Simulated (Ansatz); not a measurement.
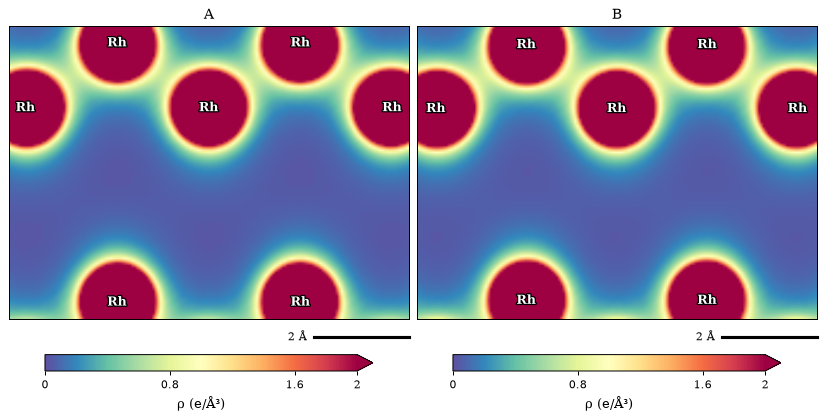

Rh. The valence pseudo-density of two cells that differ in size, on the (011̄) plane of each (indices in the axes of the calculation cell), at one length scale and on one colour scale: A has 20.4 Å³ an atom and B 19.6.

Theory: Ansatz, DFT, r2SCAN, plane waves (500 eV) with PAW, scalar-relativistic.

The density is the valence pseudo-density of a PAW calculation; it isn't the true density close to the nuclei.

The larger cell:

```
CELL_PARAMETERS angstrom
0.00000 2.73239 2.73239
2.73239 0.00000 2.73239
2.73239 2.73239 0.00000
ATOMIC_POSITIONS crystal
Rh 0.12500 0.12500 0.12500
Rh 0.87500 0.87500 0.87500
```

The smaller cell: a = 3.812 Å, b = 3.812 Å, c = 3.812 Å, α = 60.00°, β = 60.00°, γ = 60.00°.

### What does the compression do to the bonding and the properties?

From the larger cell to the smaller, Rh–Rh goes from 2.37 to 2.33 Å, and the density at its midpoint from 0.7 to 0.74 e/Å³; the pressure goes from −0.1 to 6 GPa.
